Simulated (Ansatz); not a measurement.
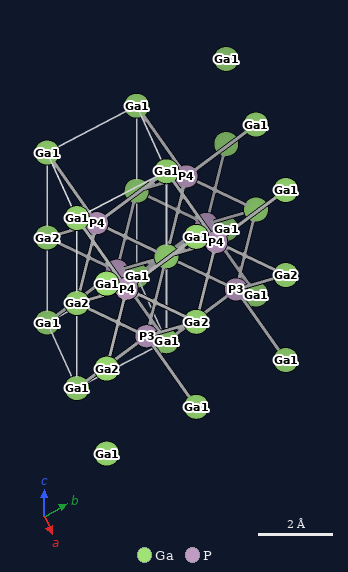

This is the input geometry for a relaxation of solid GaP (built on the NiAs type). Style: ball-and-stick. Shown: the cell of the calculation, repeated 2 × 2 × 1 with one cell outlined, from a free direction.

Computed with Ansatz 0.2.0, DFT, PBE, plane waves, PAW.

The input:
```yaml
crystal:
  lattice:
    - [3.40332546, 0.0, 0.0]
    - [-1.70166273, 2.9473663057, 0.0]
    - [0.0, 0.0, 5.5474204998]
  atoms:
    - { symbol: Ga, position: [0.0, 0.0, 0.0] }
    - { symbol: Ga, position: [0.0, 0.0, 0.5] }
    - { symbol: P, position: [0.3333333333, 0.6666666667, 0.25] }
    - { symbol: P, position: [0.6666666667, 0.3333333333, 0.75] }
kpoints:
  mp_grid: { grid: [12, 12, 4] }
hamiltonian:
  xc: pbe
scf:
  occupations: { method: fermi_dirac, width: 0.02 }
relax:
  f_tol: 0.005
  cell: {}
output:
  write_density: true
  write_potential: true
  elf: true
  volumetric_format: npy
```

Run as
```bash
ansatz run input.yaml --threads 2 --pin off --max-ram 2211MiB --backend cpu --events-out ev --progress --plain --runs-dir out
```

Question: What does the optimiser find from here?

Answer: Over 6 accepted moves (8 points after the start) the energy falls by 1.138 eV per cell of the calculation. All forces vanish by symmetry, so only the cell relaxes. Pressure: 32.07 GPa at the start and 0.01 GPa at the end. The SCF was repeated twice at an unchanged geometry on a basis and grid sized afresh for the cell, which shifted the energy by 12.6 meV per cell of the calculation at most. No atom moves by more than 0.005 Å relative to the cell. The drawn cell changes as follows: a = b 3.403 → 3.618 Å (+6.3 %), c 5.547 → 6.110 Å (+10.1 %); the volume changes by +24.5 %. Near-neighbour distances that change, for instance: Ga1–P3 2.405 → 2.588 Å. The space group stays P6_3/mmc (No. 194).

History of the run:

```
step  E − E(0), meV/atom  pressure, GPa  volume, Å³/atom                      note
   0                0.00          32.07           13.911                          
   1             -221.92          12.01           15.566                          
   2             -276.62           3.00           16.748                          
   3             -281.32          -0.22           17.310                          
   4             -281.37          -0.02           17.274                          
   5             -281.37           0.01           17.269                          
   6             -284.52           0.27           17.269  same geometry, new basis
   7             -284.56           0.01           17.319                          
   8             -284.57           0.01           17.319  same geometry, new basis
```

The structure at the end:

```
Ga P
1.0
     3.61825    0.00000    0.00000
    -1.80913    3.13350    0.00000
     0.00000    0.00000    6.11002
Ga P
2 2
Direct
  0.00000 0.00000 0.00000
  0.00000 0.00000 0.50000
  0.33333 0.66667 0.25000
  0.66667 0.33333 0.75000
```

After the run, drawn alike:

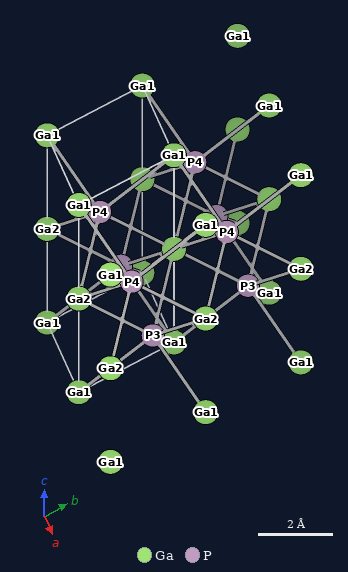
